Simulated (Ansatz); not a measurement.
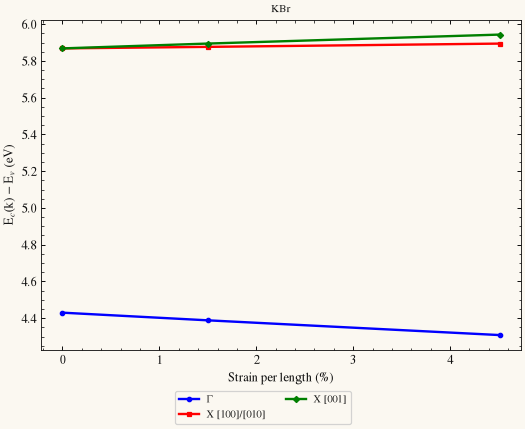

Lowest conduction level at each named k point, counted from the valence-band top at Γ.

System: rocksalt KBr, space group Fm-3m, 2 atoms in the primitive cell, relaxed with r2SCAN; unstrained, cubic a = 6.604 Å. The cell is strained along z with the other two lengths held; symmetry fixes the atoms. Points keep the names of the unstrained cell; those that the strain makes unlike carry their directions on the cubic axes x, y, z. Ansatz; PBE, Ansatz PAW set, no spin polarisation, no spin-orbit coupling, 6×6×6 k mesh, 420 eV cutoff.

> How does the strain split the X points of the conduction band?

Unstrained, the X points are equivalent. At +4.51 % the lowest conduction level is 5.89 eV at X [100]/[010] and 5.94 eV at X [001] above the valence top, a splitting of 0.05 eV, or 11 meV for each 1 % of strain on average.

> Which of these conduction levels is lowest, and does that change?

The lowest is the one at Γ, over the whole range, so among these points the gap stays direct.

The values:
| strain | Γ (eV) | X [100]/[010] (eV) | X [001] (eV) |
| --- | --- | --- | --- |
| 0 % | 4.43 | 5.87 | 5.87 |
| +1.5 % | 4.39 | 5.88 | 5.89 |
| +4.51 % | 4.31 | 5.89 | 5.94 |

The strain splits the threefold valence top at Γ, and levels count from its highest part. Spin-orbit coupling is left out, which matters for Br. LDA, GGA and most meta-GGA functionals understate gaps.
